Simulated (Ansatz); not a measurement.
## Band-structure calculation, with input and output: AlNi$_{2}$

The run: band-structure calculation of AlNi$_{2}$ (P-3m1, 6 atoms in the cell). Method and program: DFT PBEsol, scalar-relativistic, plane waves, PAW, no spin polarisation (Ansatz 0.2.0).

The structure derives from a Materials Project entry. Figures and captions count atoms from 1; the log counts them from 0 in places.

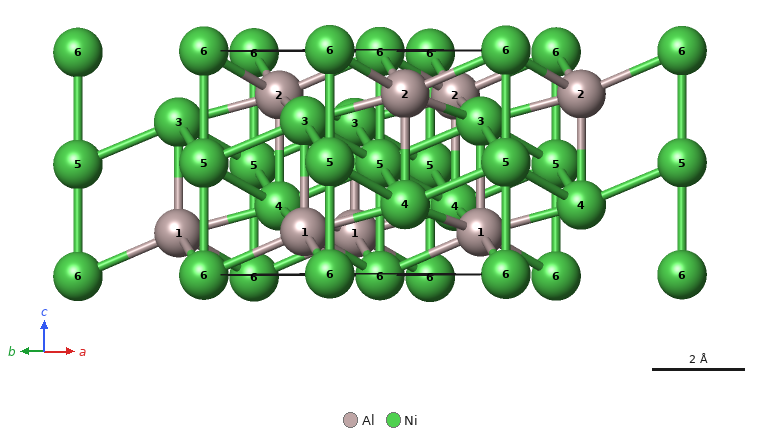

Figure 1. The structure as given in the input (ball-and-stick view of the cell of the calculation, repeated 2 × 2 × 1, seen at an oblique angle; atoms are numbered from 1 in the order of the input). An atom can appear more than once, as a periodic image.

### Key numbers

| quantity | value |
| --- | --- |
| outcome | converged |
| space group (tolerance 0.01 Å) | P-3m1 (164) |
| electrons treated | 78 |
| free energy | −24272.0376 eV |
| Fermi energy | 15.606 eV |
| gap on the k-point mesh | none (metallic) |
| pressure | 0.00 GPa |
| largest force (length of the vector) | under 0.001 eV/Å |
| hardware | 1 thread of Intel Xeon @ 2.50GHz (Skylake/Cascade Lake), 189 GiB of memory available, shared host |
| wall time | 5.4 min |
| peak memory | 0.97 GiB |

### Notes

The run has no spin polarisation, so a magnetic state may lie lower.

### Input file
```yaml
crystal:
  lattice:
    - [3.974898953, 0.0, 0.0]
    - [-1.9874494765, 3.4423634708, 0.0]
    - [0.0, 0.0, 4.906044428]
  atoms:
    - { symbol: Al, position: [0.3333333333, 0.6666666667, 0.1925788634] }
    - { symbol: Al, position: [0.6666666667, 0.3333333333, 0.8074211366] }
    - { symbol: Ni, position: [0.3333333333, 0.6666666667, 0.6875372673] }
    - { symbol: Ni, position: [0.6666666667, 0.3333333333, 0.3124627327] }
    - { symbol: Ni, position: [0.0, 0.0, 0.5] }
    - { symbol: Ni, position: [0.0, 0.0, 0.0] }
basis:
  ecutwfc: 420
kpoints:
  mp_grid: { grid: [12, 12, 8] }
  band_path:
    path:
      - [[0.0, 0.0, 0.0], [0.5, 0.0, 0.0], [0.33333333, 0.33333333, 0.0], [0.0, 0.0, 0.0], [0.0, 0.0, 0.5], [0.5, 0.0, 0.5], [0.33333333, 0.33333333, 0.5], [0.0, 0.0, 0.5]]
      - [[0.5, 0.0, 0.5], [0.5, 0.0, 0.0]]
      - [[0.33333333, 0.33333333, 0.5], [0.33333333, 0.33333333, 0.0]]
    npoints: 14
hamiltonian:
  xc: pbesol
scf:
  occupations: { method: gaussian, width: 0.1 }
  n_extra_bands: 15
output:
  forces: true
  stress: true
  eigenvalues: true
  populations: true
  dos: { projected: true, de: 0.02, nscf_kmesh: { grid: [18, 18, 12] } }
  bader: true
  write_density: true
  write_potential: true
  elf: true
  volumetric_format: npy
```

Command:
```bash
ansatz run input.yaml --threads 1 --pin off --max-ram 2560MiB --backend cpu --events-out ev --progress --plain --runs-dir out
```

### Log
```
scf.n_extra_bands = 15 over 39 filled bands (N_el = 78.0): the run solves 54 bands
Engine: ansatz 0.2.0, x86_64-unknown-linux-gnu
Pseudopotentials: kind: paw
Pseudopotential: Al, paw, valence charge 3, recommended cutoff 420 eV (normal), Al.paw.azcp
Pseudopotential: Ni, paw, valence charge 18, recommended cutoff 420 eV (normal), Ni.paw.azcp
Functional definition: PBEsol
  exchange = pbesol_x
  correlation = pbesol_c
Crystal: 6 atoms, lattice volume = 67.130 Å³
Basis set: ecut = 420 eV, 1337 PW (Γ), exchange–correlation on 54×54×72 points (8 copies of the dense FFT grid, shifted against one another)
Bands: 54, of which v1, the nominal top of the filled ones, is band 39 counted from 1 (38 counted from 0)
Symmetry: 12 space group operations
Space group: P-3m1 (ITA 164), of the structure as read, at distance tolerance 4.1e-5 Å
k-points: 131 of 1152
Non-local potential: Al, projectors of the file, l = 0: 2, l = 1: 2, l = 2: 1
Non-local potential: Ni, projectors of the file, l = 0: 3, l = 1: 2, l = 2: 3, l = 3: 1
PAW form: soft (Blöchl's): semilocal exchange-correlation on the pseudo side does not see the compensation charge
PAW frozen core: Al, regenerated for the run's functional, and the local potential with it (the file was generated under x = pbe(κ = 0.804, μ = 0.2195149727645171), c = pbe(β = 0.06672455060314922))
PAW frozen core: Ni, regenerated for the run's functional, and the local potential with it (the file was generated under x = pbe(κ = 0.804, μ = 0.2195149727645171), c = pbe(β = 0.06672455060314922))
PAW one-centre angular grid: Al, 110 points (default); XC on 64 Gauss nodes
PAW one-centre angular grid: Ni, 590 points (default); XC on 64 Gauss nodes
Initial density: superposition of atomic densities (neutral atoms: chi_scale 0, normalization atom), corrected by the library's trained network
Initial wavefunctions: pseudopotential atomic-orbital guess
Functional: x = pbesol(κ = 0.804, μ = 0.12345679012345678), c = pbesol(β = 0.046)
SCF iter   1: F=—  HF=-24272.072391 eV  |F-HF|=—  |Δ(HF+E_count)|=         —  Δρ=2.43e-2  dr2=2.47e-1  ethr=1.77e-3  ⟨swp⟩=5.2  Hψ=27309  notcnv=0  defer=414
preconditioner: auto → Kerker (q_TF=auto, 2.797 Å⁻¹)  [metal: Δε(μ)=0.011 eV  Ē_g=10.113 eV  σ=0.100 eV  W_gap=0.06  n_scr=22 (ndim 8)  ℏωp=30.7 eV  f_vac=0.000  D(μ)=2.93/eV (n_scr^D=22)]
SCF iter   2: F=—  HF=-24272.041126 eV  |F-HF|=—  |Δ(HF+E_count)|=   3.13e-2  Δρ=7.39e-3  dr2=2.90e-2  ethr=3.16e-4  ⟨swp⟩=2.0  Hψ=9079  notcnv=0  defer=1077
SCF iter   3: F=—  HF=-24272.037958 eV  |F-HF|=—  |Δ(HF+E_count)|=   3.17e-3  Δρ=1.73e-3  dr2=2.22e-3  ethr=3.71e-5  ⟨swp⟩=1.1  Hψ=6000  notcnv=0  defer=1077
SCF iter   4: F=—  HF=-24272.037608 eV  |F-HF|=—  |Δ(HF+E_count)|=   3.50e-4  Δρ=3.12e-4  dr2=5.11e-5  ethr=2.85e-6  ⟨swp⟩=2.2  Hψ=10052  notcnv=0  defer=1077
SCF iter   5: F=—  HF=-24272.037607 eV  |F-HF|=—  |Δ(HF+E_count)|=   9.73e-7  Δρ=1.42e-4  dr2=7.90e-6  ethr=6.55e-8  ⟨swp⟩=2.0  Hψ=9278  notcnv=0  defer=1077
SCF iter   6: F=—  HF=-24272.037605 eV  |F-HF|=—  |Δ(HF+E_count)|=   1.77e-6  Δρ=5.37e-5  dr2=2.12e-6  ethr=1.01e-8  ⟨swp⟩=2.4  Hψ=9152  notcnv=0  defer=1077
SCF iter   7: F=—  HF=-24272.037605 eV  |F-HF|=—  |Δ(HF+E_count)|=   1.61e-7  Δρ=1.52e-5  dr2=1.54e-7  ethr=2.72e-9  ⟨swp⟩=1.0  Hψ=5980  notcnv=0  defer=1077
SCF iter   8: F=-24272.037605 eV  HF=-24272.037605 eV  |F-HF|=1.98e-9  |Δ(HF+E_count)|=   1.96e-8  Δρ=2.15e-6  dr2=2.25e-9  ethr=1.28e-10  ⟨swp⟩=13.3  Hψ=50060  notcnv=0
SCF 1 converged in 8 iterations: F = -24272.037605 eV  dr2 = 2.25e-9
  greatest PAW one-centre occupation: 1.001 electrons in one spin orbital (limit 2), on the Ni atom at site 3 (counted from 0), in its partial waves of l = 1
NSCF: frozen V_eff on 129 k-points
NSCF: frozen V_eff on 394 k-points
SCF converged after 8 iterations
Free energy (F): -24272.037605 eV
Harris-Foulkes:  -24272.037605 eV  (|F-HF|=1.98e-9)
Internal energy: -24272.023846 eV  (E = F + TS)
E sigma→0 (E₀):  -24272.030725 eV
Entropy (-TS):   -0.013759 eV (-2.293 meV/atom)
Fermi energy:    15.606060 eV
--- Per-component energies (eV) ---
  E_band       = -1247.739126
  E_kinetic    = 1193.766858
  E_local      = -16567.101485  (includes V_loc(G=0)·N_el)
  E_nonlocal   = 2573.754454
  E_hartree    = 7086.079107
  E_xc         = -421.722867
  E_vxc        = -502.151407  (∫ρ·V_xc dr)
  E_paw        = -7298.467667  (= ΣΔE_a)
  E_vpaw       = -2118.165905  (= ΣTr[D̂ρ^β])
  E_aug_tail   = 0.002061  (compensation charges beyond the density's cutoff)
  E_ewald      = -10839.161741
  E_core_change = 0.827433  (= ΣΔE_core)
  E_smearing   = -0.013759  (= −TS)
  E_closure    = 0.000000  (closes the sum)
  Σ components = -24272.037605   (vs F -24272.037605, Δ=0.00e0)
--- Forces (eV/Å), atoms counted from 1 ---
  atom   1  Al    -0.00000000     0.00000000     0.00000132
  atom   2  Al    -0.00000000     0.00000000    -0.00000132
  atom   3  Ni    -0.00000000    -0.00000000    -0.00002631
  atom   4  Ni    -0.00000000     0.00000000     0.00002631
  atom   5  Ni     0.00000000     0.00000000     0.00000000
  atom   6  Ni     0.00000000     0.00000000     0.00000000
  max |Σ_I F_I| component: 7.86e-17 eV/Å
--- Stress (GPa, compression-positive) ---
        0.000380      -0.000000       0.000000
        0.000000       0.000380       0.000000
        0.000000       0.000000      -0.000602
  P = ⅓ Tr σ = 0.0001 GPa (0.001 kbar)
--- Band table (eV; the first three rows and the last of 131) ---
  k-point 0: bands = ["-87.2714", "-87.1962", "-87.1941", "-86.9394", "-47.8412", "-47.8412", "-47.8155", "-47.7915", "-47.7803", "-47.7452", "-47.7452", "-47.7439", "-47.7439", "-47.4915", "-47.4731", "-47.4731", "4.9587", "10.2794", "10.4575", "11.7592", "11.7592", "12.2553", "12.2553", "12.4281", "12.6887", "12.6887", "12.8738", "12.8738", "13.9872", "13.9872", "14.1800", "14.2760", "14.2760", "14.2991", "14.9565", "14.9565", "15.0863", "15.0863", "16.3153", "18.7443", "18.7443", "19.4673", "19.4673", "20.4694", "22.2609", "22.3682", "22.3682", "22.4526", "24.7774", "24.7774", "25.4143", "25.4143", "26.4272", "26.4351"]
  k-point 1: bands = ["-87.2714", "-87.1962", "-87.1941", "-86.9394", "-47.8412", "-47.8412", "-47.8138", "-47.7909", "-47.7804", "-47.7456", "-47.7456", "-47.7436", "-47.7436", "-47.4937", "-47.4731", "-47.4731", "5.0574", "9.3983", "11.1270", "11.7682", "11.7682", "12.1981", "12.1981", "12.5095", "12.7333", "12.7333", "12.8790", "12.8790", "13.9807", "13.9807", "14.1164", "14.3127", "14.3127", "14.4120", "14.9502", "14.9502", "15.0646", "15.0646", "16.5470", "18.8313", "18.8313", "19.5048", "19.5048", "20.4682", "21.9934", "22.0883", "22.0883", "22.6542", "23.9581", "23.9581", "25.5665", "26.0537", "26.0537", "27.2133"]
  k-point 2: bands = ["-87.2713", "-87.1963", "-87.1941", "-86.9395", "-47.8410", "-47.8410", "-47.8098", "-47.7892", "-47.7808", "-47.7463", "-47.7463", "-47.7430", "-47.7430", "-47.4992", "-47.4731", "-47.4731", "5.3490", "8.3875", "11.5835", "11.7878", "11.7878", "12.1020", "12.1020", "12.7340", "12.7631", "12.7631", "12.9228", "12.9228", "13.9910", "13.9910", "14.0610", "14.3886", "14.3886", "14.4287", "14.9346", "14.9346", "15.0063", "15.0063", "17.3549", "19.0752", "19.0752", "19.6135", "19.6135", "20.4710", "21.5242", "21.5242", "21.6495", "22.8278", "22.9380", "22.9380", "24.5318", "26.2900", "27.1168", "27.1168"]
  k-point 130: bands = ["-87.2711", "-87.1949", "-87.1949", "-86.9403", "-47.8432", "-47.8432", "-47.8018", "-47.7879", "-47.7879", "-47.7457", "-47.7457", "-47.7419", "-47.7415", "-47.5019", "-47.4735", "-47.4735", "9.4706", "9.4706", "10.2641", "10.2641", "10.4092", "11.0977", "12.7714", "12.7714", "12.8520", "13.0832", "13.0832", "13.2107", "13.3888", "13.3888", "13.8363", "14.0186", "14.0757", "14.0757", "14.7699", "14.7699", "14.8856", "15.0934", "15.0934", "15.3091", "15.6900", "15.6900", "23.7171", "23.8237", "23.8237", "23.9702", "23.9702", "24.5097", "24.6123", "24.6123", "25.4153", "26.2668", "26.3567", "26.3567"]
--- Löwdin populations: 6 sites ---
  site symbol       q [e]
     0     Al      3.5131
     1     Al      3.5131
     2     Ni     17.5847
     3     Ni     17.5847
     4     Ni     17.5684
     5     Ni     17.5347
  spilling = 0.008991 (of n_electrons = 78.000000)
--- Bader charges: 6 sites ---
  site symbol  charge [e]  shift [e]
     0     Al      1.8414     0.0010
     1     Al      1.8414     0.0010
     2     Ni     -1.1903     0.0005
     3     Ni     -1.1903     0.0005
     4     Ni     -0.2778     0.0025
     5     Ni     -1.0245     0.0003
  estimated error of the sums over rays = 6.2e-4 e
```

### File bader_charges.tsv
```
# site	symbol	x_ang	y_ang	z_ang	partial_charge_e	electrons	volume_ang3	relative_density_drop	shared_charge_e	partial_wave_shift_e
# quadrature_error_electrons = 6.2e-4
0	Al	0.0000	2.2949	0.9448	1.84143	11.15857	5.71	-	1.84143	0.00097
1	Al	1.9874	1.1475	3.9612	1.84143	11.15857	5.71	-	1.84143	0.00097
2	Ni	0.0000	2.2949	3.3731	-1.19028	29.19028	14.81	-	-1.19028	0.00045
3	Ni	1.9874	1.1475	1.5330	-1.19029	29.19029	14.81	-	-1.19029	0.00045
4	Ni	0.0000	0.0000	2.4530	-0.27783	28.27783	11.68	-	-0.27783	0.00252
5	Ni	0.0000	0.0000	0.0000	-1.02448	29.02448	14.39	-	-1.02448	0.00033
```

### File populations.tsv
```
# site	symbol	l	j	q
# orbitals = lowdin
# n_electrons = 78.000000
# spilling = 0.008991
0	Al	0_3S	-	1.045919
0	Al	1_3P	-	2.467223
1	Al	0_3S	-	1.045919
1	Al	1_3P	-	2.467223
2	Ni	0_3S	-	1.981600
2	Ni	0_4S	-	0.610389
2	Ni	1_3P	-	5.991451
2	Ni	2_3D	-	9.001218
3	Ni	0_3S	-	1.981600
3	Ni	0_4S	-	0.610389
3	Ni	1_3P	-	5.991451
3	Ni	2_3D	-	9.001218
4	Ni	0_3S	-	1.990751
4	Ni	0_4S	-	0.668965
4	Ni	1_3P	-	5.996498
4	Ni	2_3D	-	8.912186
5	Ni	0_3S	-	1.983650
5	Ni	0_4S	-	0.579503
5	Ni	1_3P	-	5.993203
5	Ni	2_3D	-	8.978377
```

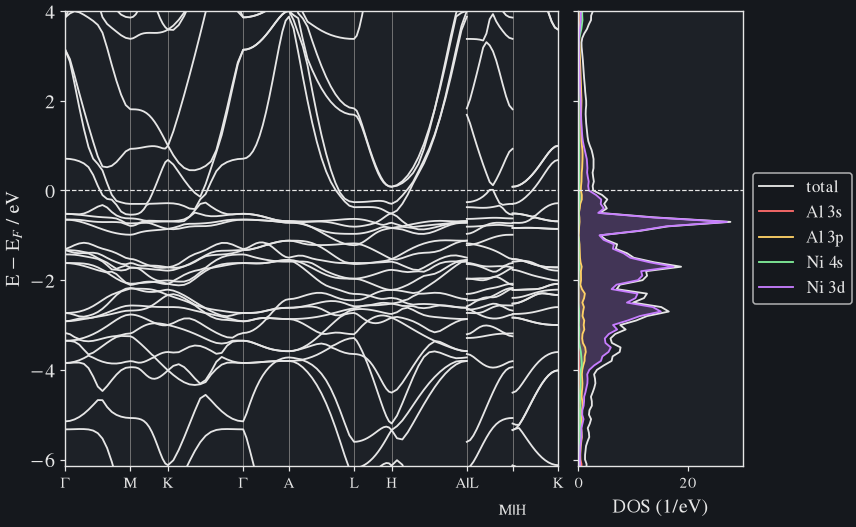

Figure 2. Band structure along Γ–M–K–Γ–A–L–H–A|L–M|H–K and density of states (projected on Löwdin-orthogonalised atomic shells), with energies from the Fermi level. Bands cross the Fermi level: a metal at this level of theory.

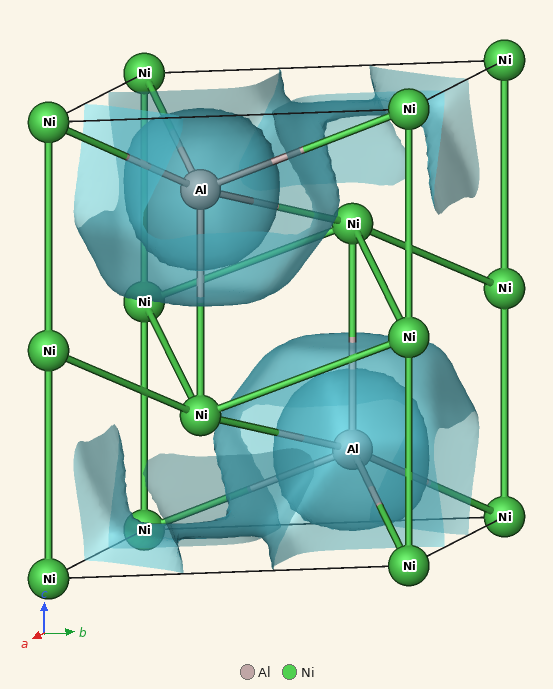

Figure 3. Isosurface of the electron localisation function at 0.4 (cyan), seen slightly off an axis. Only the valence region is drawn (cores and ρ < 0.01 e/Å³ removed). Sticks mark near contacts. The outline is the cell set on symmetry axes. Along the contacts the grid gives the following. Al–Ni (2.37 Å): the ELF is about 0.40 at the midpoint; no shared electron pair. Ni–Ni (2.45 Å): the ELF is about 0.25 at the midpoint (no shared electron pair). Core electrons are frozen (PAW), so the fields are smoothed inside the atomic spheres.

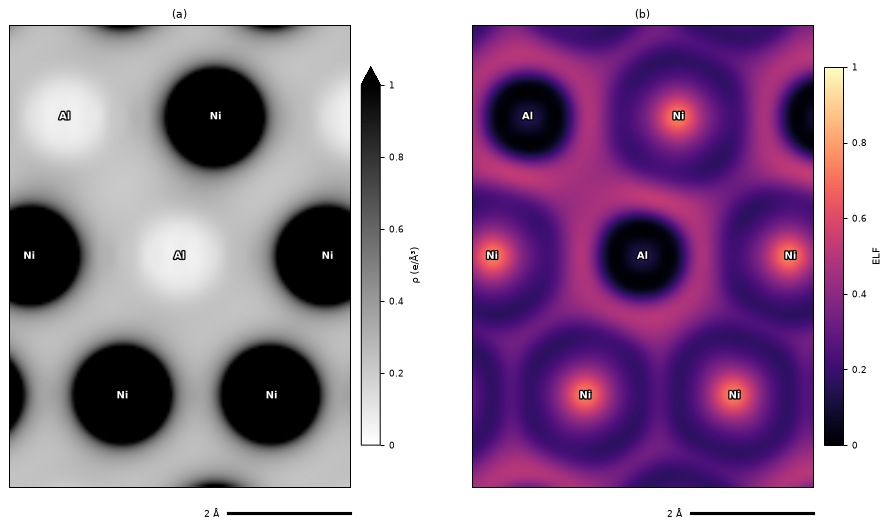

Figure 4. (a) valence pseudo-density; (b) ELF on the (110) plane of the conventional cell. Atoms in the plane: Al and Ni. Al–Ni (2.37 Å): ρ at the midpoint is about 0.36 e/Å³; the ELF is about 0.40 at the midpoint (no shared electron pair). Ni–Ni (2.45 Å): ρ at the midpoint is about 0.36 e/Å³; the ELF is about 0.25 at the midpoint; no localised pair between them. Al–Ni (2.43 Å): ρ is about 0.32 e/Å³ halfway; the ELF is about 0.35 at the midpoint; no localised pair between them. Al–Ni (2.48 Å): the density is about 0.3 e/Å³ at the midpoint; the ELF is about 0.40 at the midpoint; no shared electron pair. Away from the nuclei the density in this plane falls to 0.21 e/Å³ at its lowest. The strong features right at Ni lie inside the PAW spheres (semicore, d or f shells) and say nothing about bonding.
